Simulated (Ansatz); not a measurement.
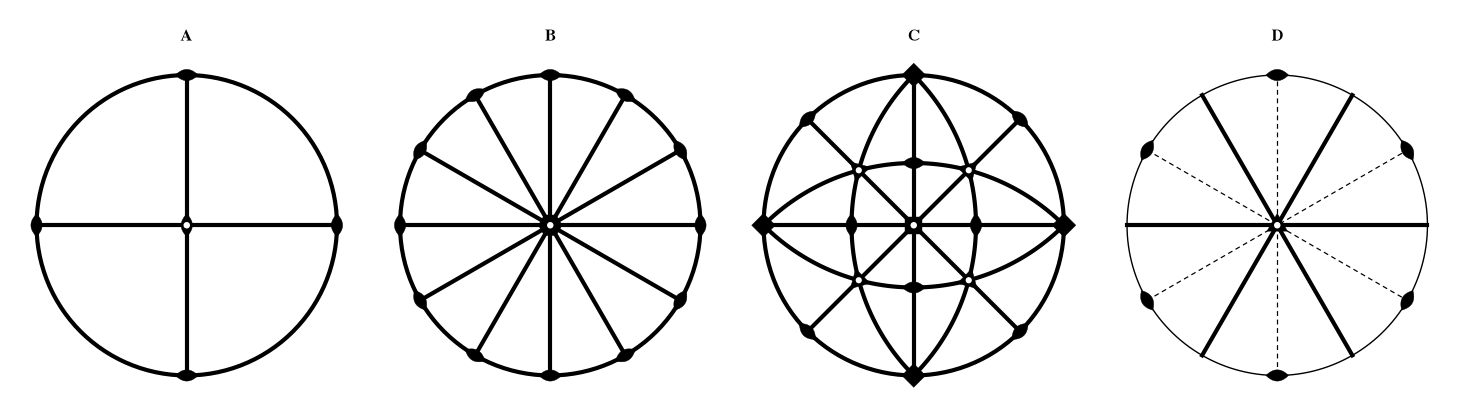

Stereographic projection: heavy lines are mirror planes (a heavy rim: a mirror in the plane of the page); lens, triangle, square and hexagon are 2-, 3-, 4- and 6-fold axes, a lens in an open square is −4, a triangle in an open hexagon −6; thin dashed diameters join the ends of axes that lie in the page; a small open circle marks inversion. Each shows the symmetry elements. The c axis points at the viewer. Computed from the symmetry of the structures below (computed or model cells, partly hypothetical).

Match each stereogram to its crystal.
1. Mn, Fddd (No. 70, origin choice 1)
2. Mo, Pm-3n, No. 223
3. Hg, R-3m, No. 166, hexagonal axes
4. Co, P6₃/mmc, No. 194

Answer. A is 1 (point group mmm); B is 4 (point group 6/mmm); C is 2 (point group m-3m); D is 3 (point group -3m).
